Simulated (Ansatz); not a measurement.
## Single-point calculation, with input and output: Si₉₆C₉₅ (charge −3) (part 3 of 3)

The same run, continued: Si₉₆C₉₅ (defect cell, 191 atoms in the cell, total charge −3); DFT, r2SCAN, PAW, plane waves (Ansatz 0.2.0); cutoff 500 eV, 1×1×1 k-mesh, Fermi–Dirac smearing of 0.01 eV. 

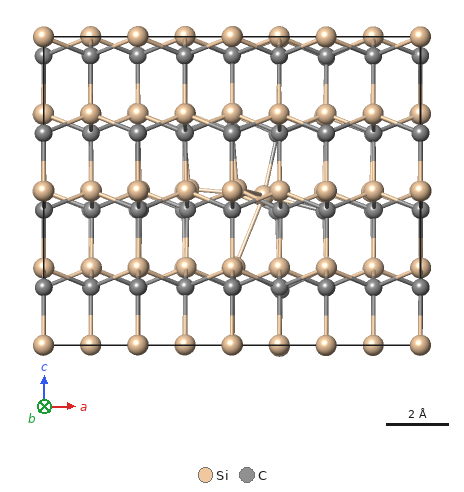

*The input geometry (ball-and-stick view of the cell of the calculation, along the b axis).*

**What the program printed, continued**
```
  atom 157  C     -0.00085524    -0.00409168    -0.00439352
  atom 158  C      0.00027263    -0.01492643    -0.00818774
  atom 159  C      0.02306465    -0.01814477    -0.01344375
  atom 160  C      0.20562948    -0.09129522    -0.06051748
  atom 161  C      0.04144801     0.22420788    -0.06067191
  atom 162  C      0.01377118     0.02108149    -0.01417826
  atom 163  C      0.00996816    -0.00538834    -0.00709446
  atom 164  C      0.01477486     0.00253478    -0.01479372
  atom 165  C      0.01266922     0.04007282    -0.01738475
  atom 166  C      0.01384742    -0.00751017    -0.00785642
  atom 167  C      0.00355831     0.00704928    -0.00887497
  atom 168  C     -0.00341592    -0.00092121     0.00755810
  atom 169  C     -0.00108290    -0.00199776     0.00587976
  atom 170  C     -0.00704775    -0.00535900     0.01195606
  atom 171  C     -0.01071615    -0.00697402     0.00973494
  atom 172  C     -0.01008701     0.00460897     0.00964863
  atom 173  C     -0.00991767     0.01088689     0.01316906
  atom 174  C     -0.00324897    -0.00424434     0.00929961
  atom 175  C     -0.00717592    -0.01420176     0.00786444
  atom 176  C     -0.01870396    -0.00238448     0.00955519
  atom 177  C     -0.01578010     0.00739504     0.00127240
  atom 178  C     -0.00430336     0.00772214     0.00661917
  atom 179  C     -0.00065136    -0.00079256     0.00563791
  atom 180  C     -0.00030407    -0.00181621     0.00721802
  atom 181  C      0.00204242    -0.00921243     0.01195441
  atom 182  C      0.00284716    -0.00194490     0.00922758
  atom 183  C     -0.00617068     0.01323117     0.00672790
  atom 184  C     -0.00694141     0.01178501     0.01228084
  atom 185  C     -0.00560295     0.00069457     0.00641687
  atom 186  C      0.00275193     0.00406893     0.00916309
  atom 187  C     -0.01048671    -0.00206927     0.03182550
  atom 188  C     -0.00098176     0.01134601     0.00943684
  atom 189  C     -0.00455412     0.00101767     0.00662377
  atom 190  C     -0.00066789     0.00565786     0.01116454
  atom 191  C     -0.00125430     0.00026741     0.00591384
  max |Σ_I F_I| component: 1.25e-4 eV/Å
--- Charged-cell corrections in eV (Makov–Payne, q = -3.000 e, ε = 9.700) ---
  F (periodic)     = -85276.208706  (uncorrected; the corrections below are reported, never added to it)
  E_corr1          = +1.421064  (monopole, q²α_M/2εL)
  F Makov-Payne    = -85274.787642  (F + E_corr1; no measured alignment; for a localised charge, not one spread in a band: unchecked)
--- Band table (eV) ---
  k-point 0 ↑: bands = ["-6.7611", "-6.4621", "-6.3356", "-6.1361", "-6.0327", "-5.9743", "-5.8320", "-5.7154", "-5.5617", "-5.5254", ... 365 levels left out ..., "8.9205", "8.9613", "8.9921", "9.0302", "9.1249", "9.2675", "10.9988", "11.0187", "12.2956", "12.3842", "12.4541", "12.5014", "12.5639", "12.7150", "12.7602", "12.8538", "12.9829", "13.0371", "13.0543", "13.0986", "13.1856", "13.2017", "13.2426", "13.2533", "13.2955", "13.3399", "13.3757", "13.4404", "13.4760",
      "13.5358", "13.5469", "13.5658", "13.6404", "13.6702", "13.7081", "13.7322", "13.8177", "13.8520", "13.8949", "13.9817", "14.0903", "14.2238", "14.2727", "14.2896", "14.3411", "14.3670", "14.4305", "14.4776", "14.5019", "14.5366", "14.5573", "14.6254", "14.6654", "14.6731", "14.7169", "14.7338", "14.7548", "14.7575", "14.7765", "14.7913", "14.7970", "14.8507", "14.8931", "14.9125", "14.9447", "14.9779", "15.0065", "15.0220", "15.0495",
      "15.1492", "15.1746", "15.2571", "15.2944", "15.3150", "15.3352", "15.3578", "15.3805", "15.3966", "15.4446", "15.4605", "15.4800", "15.5096", "15.5240", "15.5683", "15.6047", "15.6126", "15.6383", "15.6686", "15.6834", "15.7060", "15.7178", "15.7252", "15.7528", "15.8207", "15.8981", "15.9410", "15.9973", "16.0116", "16.0228", "16.0285", "16.0511", "16.0653", "16.0868", "16.0967", "16.1176", "16.1379", "16.1679", "16.2058", "16.2153",
      "16.2243", "16.2389", "16.2581", "16.2800", "16.3087", "16.3516", "16.3728", "16.4089", "16.4160", "16.4466", "16.4594", "16.5057", "16.5215", "16.5411", "16.6087", "16.6583", "16.6707", "16.6823", "16.7021", "16.7615", "16.7771", "16.7963", "16.8093", "16.8346", "16.8501", "16.8751", "16.8914", "16.9144", "16.9374", "16.9479", "16.9725", "16.9989", "17.0122", "17.0297", "17.0393", "17.0507", "17.0656", "17.0790", "17.0944", "17.1132",
      "17.1318", "17.1509", "17.1754", "17.2098", "17.2281", "17.2466", "17.2761", "17.3158", "17.3317", "17.3739", "17.4116", "17.4295", "17.4462", "17.4518", "17.4654", "17.4873", "17.5149", "17.5290", "17.5478", "17.5709", "17.5881", "17.6195", "17.6313", "17.6646", "17.6854", "17.7122", "17.7199", "17.7398", "17.7533", "17.7781", "17.7821", "17.8111", "17.8261", "17.8420", "17.8461", "17.8512", "17.8731", "17.8865", "17.9070", "17.9235",
      "17.9585", "17.9747", "17.9847", "18.0068", "18.0175", "18.0283", "18.0473", "18.0569", "18.0831", "18.1032", "18.1232"]
  k-point 0 ↓: bands = ["-6.7537", "-6.4559", "-6.3283", "-6.1285", "-6.0268", "-5.9683", "-5.8255", "-5.7079", "-5.5557", "-5.5186", ... 365 levels left out ..., "8.9230", "8.9634", "8.9941", "9.0327", "9.1265", "9.2714", "11.0088", "11.0299", "12.3364", "12.4034", "12.4714", "12.5169", "12.5821", "12.7367", "12.7816", "12.8669", "12.9963", "13.0570", "13.0732", "13.1184", "13.1987", "13.2202", "13.2570", "13.2744", "13.3162", "13.3593", "13.3907", "13.4570", "13.4985",
      "13.5525", "13.5667", "13.5846", "13.6567", "13.6863", "13.7240", "13.7482", "13.8360", "13.8682", "13.9101", "14.0019", "14.1015", "14.2340", "14.2919", "14.3044", "14.3506", "14.3779", "14.4407", "14.4886", "14.5098", "14.5519", "14.5845", "14.6394", "14.6777", "14.6864", "14.7270", "14.7445", "14.7665", "14.7705", "14.7920", "14.8040", "14.8110", "14.8659", "14.9076", "14.9310", "14.9619", "14.9936", "15.0220", "15.0353", "15.0619",
      "15.1606", "15.1874", "15.2715", "15.3114", "15.3274", "15.3469", "15.3695", "15.3900", "15.4072", "15.4584", "15.4760", "15.4932", "15.5194", "15.5428", "15.5754", "15.6162", "15.6234", "15.6513", "15.6801", "15.6945", "15.7163", "15.7255", "15.7358", "15.7648", "15.8306", "15.9116", "15.9574", "16.0088", "16.0248", "16.0364", "16.0410", "16.0612", "16.0745", "16.0955", "16.1062", "16.1285", "16.1492", "16.1779", "16.2145", "16.2288",
      "16.2383", "16.2495", "16.2696", "16.2919", "16.3203", "16.3620", "16.3820", "16.4180", "16.4250", "16.4585", "16.4728", "16.5171", "16.5326", "16.5524", "16.6174", "16.6673", "16.6805", "16.6917", "16.7119", "16.7713", "16.7865", "16.8049", "16.8182", "16.8433", "16.8609", "16.8846", "16.9003", "16.9221", "16.9462", "16.9575", "16.9816", "17.0083", "17.0227", "17.0417", "17.0483", "17.0623", "17.0759", "17.0895", "17.1079", "17.1235",
      "17.1419", "17.1619", "17.1860", "17.2220", "17.2382", "17.2579", "17.2855", "17.3244", "17.3404", "17.3826", "17.4199", "17.4400", "17.4543", "17.4616", "17.4735", "17.4959", "17.5237", "17.5372", "17.5579", "17.5820", "17.5968", "17.6287", "17.6420", "17.6731", "17.6916", "17.7203", "17.7278", "17.7498", "17.7620", "17.7860", "17.7902", "17.8199", "17.8354", "17.8506", "17.8547", "17.8585", "17.8820", "17.8951", "17.9150", "17.9323",
      "17.9675", "17.9839", "17.9947", "18.0155", "18.0262", "18.0366", "18.0554", "18.0670", "18.0917", "18.1145", "18.1345"]
--- Löwdin populations: 191 sites ---
  site symbol       q [e]    m [muB]
     0     Si      2.8972     0.0102
     1     Si      2.8988     0.0125
     2     Si      2.8995     0.0099
     3     Si      2.8988     0.0072
     4     Si      2.8951     0.0092
     5     Si      2.9047     0.0142
     6     Si      2.9012     0.0071
     7     Si      2.9039     0.0067
     8     Si      2.8944     0.0076
     9     Si      2.8957     0.0092
    10     Si      2.8882     0.0077
    11     Si      3.3228     0.0239
    12     Si      3.3266     0.0053
    13     Si      2.8879     0.0072
    14     Si      2.8961     0.0112
    15     Si      2.8948     0.0091
    16     Si      2.8963     0.0055
    17     Si      3.4086     0.0023
    18     Si      2.8955     0.0042
    19     Si      2.8935     0.0091
    20     Si      2.9111     0.0064
    21     Si      2.9065     0.0027
    22     Si      2.8970     0.0078
    23     Si      2.8990     0.0081
    24     Si      2.9097     0.0030
    25     Si      2.9114     0.0034
    26     Si      2.9112     0.0025
    27     Si      2.9121     0.0023
    28     Si      2.9078     0.0025
    29     Si      2.9126     0.0023
    30     Si      2.9128     0.0019
    31     Si      2.9083     0.0028
    32     Si      2.9097     0.0033
    33     Si      2.9077     0.0026
    34     Si      2.9018     0.0019
    35     Si      3.3980     0.0012
    36     Si      2.9021     0.0020
    37     Si      2.9073     0.0028
    38     Si      2.9096     0.0035
    39     Si      2.9091     0.0023
    40     Si      2.9107     0.0017
    41     Si      2.9110     0.0012
    42     Si      2.9084     0.0026
    43     Si      2.9091     0.0030
    44     Si      2.9077     0.0022
    45     Si      2.9103     0.0023
    46     Si      2.9091     0.0027
    47     Si      2.9095     0.0031
    48     Si      2.9135     0.0136
    49     Si      2.9120     0.0111
    50     Si      2.9120     0.0122
    51     Si      2.9110     0.0109
    52     Si      2.9096     0.0085
    53     Si      2.9105     0.0081
    54     Si      2.9110     0.0122
    55     Si      2.9034     0.0090
    56     Si      2.9005     0.0071
    57     Si      2.9024     0.0062
    58     Si      2.9097     0.0101
    59     Si      2.9128     0.0126
    60     Si      2.9122     0.0127
    61     Si      2.9108     0.0103
    62     Si      2.9048     0.0061
    63     Si      2.9050     0.0055
    64     Si      2.9102     0.0095
    65     Si      2.9125     0.0127
    66     Si      2.9097     0.0077
    67     Si      2.9178     0.0073
    68     Si      2.9101     0.0085
    69     Si      2.9122     0.0117
    70     Si      2.9115     0.0098
    71     Si      2.9118     0.0117
    72     Si      2.8922     0.0020
    73     Si      2.8932     0.0018
    74     Si      2.8930     0.0017
    75     Si      2.8920     0.0011
    76     Si      2.8921     0.0019
    77     Si      2.8924     0.0016
    78     Si      2.8920     0.0010
    79     Si      2.8922     0.0011
    80     Si      2.8927     0.0013
    81     Si      2.8910     0.0017
    82     Si      2.8896     0.0013
    83     Si      2.8902     0.0011
    84     Si      2.8909     0.0009
    85     Si      2.8906     0.0014
    86     Si      2.8926     0.0021
    87     Si      2.8918     0.0017
    88     Si      2.8884     0.0009
    89     Si      2.8794     0.0009
    90     Si      2.8889     0.0008
    91     Si      2.8926     0.0016
    92     Si      2.8934     0.0013
    93     Si      2.8927     0.0012
    94     Si      2.8917     0.0018
    95     Si      2.8922     0.0017
    96      C      5.0305     0.0011
    97      C      5.0299     0.0013
    98      C      5.0304     0.0018
    99      C      5.0303     0.0008
   100      C      5.0304     0.0010
   101      C      5.0295     0.0016
   102      C      5.0308     0.0008
   103      C      5.0298     0.0010
   104      C      5.0301     0.0009
   105      C      5.0312     0.0014
   106      C      5.0326     0.0015
   107      C      5.0043     0.0010
   108      C      5.0048     0.0009
   109      C      5.0319     0.0004
   110      C      5.0308     0.0017
   111      C      5.0304     0.0016
   112      C      5.0346     0.0005
   113      C      5.0205     0.0019
   114      C      5.0350     0.0007
   115      C      5.0306     0.0018
   116      C      5.0295     0.0014
   117      C      5.0292     0.0006
   118      C      5.0314     0.0016
   119      C      5.0316     0.0020
   120      C      5.0316     0.0023
   121      C      5.0313     0.0016
   122      C      5.0320     0.0028
   123      C      5.0314     0.0016
   124      C      5.0320     0.0022
   125      C      5.0330     0.0028
   126      C      5.0306     0.0015
   127      C      5.0320     0.0026
   128      C      5.0304     0.0011
   129      C      5.0326     0.0018
   130      C      5.0350     0.0027
   131      C      5.0314     0.0008
   132      C      5.0330     0.0027
   133      C      5.0340     0.0016
   134      C      5.0334     0.0036
   135      C      5.0329     0.0030
   136      C      5.0301     0.0011
   137      C      5.0190     0.0015
   138      C      5.0298     0.0007
   139      C      5.0324     0.0028
   140      C      5.0301     0.0028
   141      C      5.0285     0.0014
   142      C      5.0328     0.0034
   143      C      5.0315     0.0030
   144      C      5.0412     0.0007
   145      C      5.0379     0.0022
   146      C      5.0392     0.0013
   147      C      5.0317    -0.0006
   148      C      5.0430     0.0010
   149      C      5.0005     0.0017
   150      C      4.9995     0.0012
   151      C      5.0435     0.0020
   152      C      5.0416     0.0013
   153      C      5.0475     0.0018
   154      C      5.0405     0.0004
   155      C      5.0407     0.0029
   156      C      5.0469     0.0006
   157      C      5.0428     0.0023
   158      C      5.0437     0.0008
   159      C      5.0284    -0.0001
   160      C      5.0240     0.0036
   161      C      5.0449     0.0014
   162      C      5.0439     0.0023
   163      C      5.0385     0.0008
   164      C      5.0349     0.0011
   165      C      5.0428     0.0016
   166      C      5.0423     0.0017
   167      C      5.0410     0.0011
   168      C      5.0413     0.0005
   169      C      5.0406     0.0009
   170      C      5.0402     0.0004
   171      C      5.0409     0.0007
   172      C      5.0398     0.0001
   173      C      5.0434     0.0010
   174      C      5.0492     0.0015
   175      C      5.0407     0.0010
   176      C      5.0486    -0.0003
   177      C      5.0425     0.0007
   178      C      5.0415     0.0002
   179      C      5.0421     0.0008
   180      C      5.0427     0.0004
   181      C      5.0504     0.0004
   182      C      5.0500     0.0000
   183      C      5.0426     0.0008
   184      C      5.0409     0.0006
   185      C      5.0418     0.0007
   186      C      5.0460    -0.0006
   187      C      5.0419     0.0005
   188      C      5.0414     0.0003
   189      C      5.0410     0.0007
   190      C      5.0425     0.0005
  spilling = 0.010758 (of n_electrons = 767.000000)
```

**Key numbers**

| quantity | value |
| --- | --- |
| outcome | converged |
| electrons treated | 767 |
| free energy | −85276.2087 eV |
| Fermi energy | 12.316 eV |
| net moment of the cell | 0.77 μB |
| largest force (length of the vector) | 0.436 eV/Å |
| hardware | 1 × NVIDIA GB300 Max-Q, 32 threads of Arm Neoverse-V2, 180 GiB of memory available, shared host |
| wall time | 20 s (CPU time 83 s) |
| peak memory | 5.1 GiB |

**Notes**

The program warns: the state was not tested for a lower one. The k-point mesh is coarse for a cell of this size, so the results may not be converged.
